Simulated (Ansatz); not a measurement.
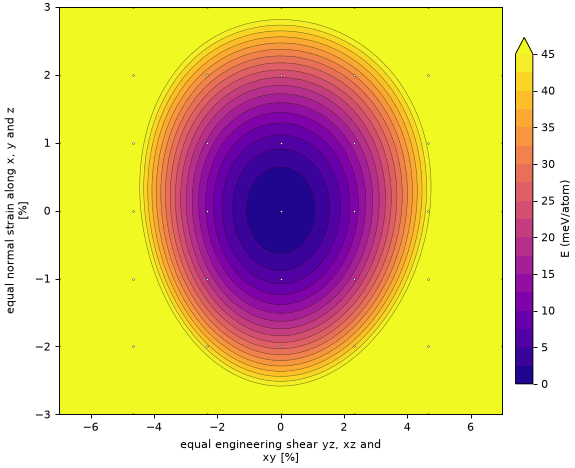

AlGa₃N₄ (P-43m, No. 215; 8 atoms in the cell). The energy is mapped over two homogeneous strains (x, y and z along the cube axes). First axis: equal engineering shear yz, xz and xy. Second axis: equal normal strain along x, y and z. Nothing is relaxed (fractional coordinates fixed). The scan uses a 7 × 7 grid. Points are written as (first, second). All energies are given in meV/atom relative to the lowest grid point. The calculation used Ansatz, DFT LDA, scalar-relativistic, plane waves, PAW. Settings: cutoff 520 eV, k-mesh 6×6×6, gaussian smearing 0.05 eV, no spin polarisation.

In the figure: filled contours, dots at the grid points, one colour for all values above the top of the scale. Between grid points the surface is interpolated.

Where is the minimum, and how stiff is the crystal against these two strains (in GPa)?

Answer. The interpolated minimum is at 0.0 % and 0.0 %. Divided by the cell volume of 86.7 Å³, the second derivatives of the energy there are about 640 GPa along the first strain and 1800 GPa along the second, with a cross term of about 0 GPa (clamped ions). Round the minimum the two coordinates are nearly uncoupled.

PAW datasets: the set soft_1.
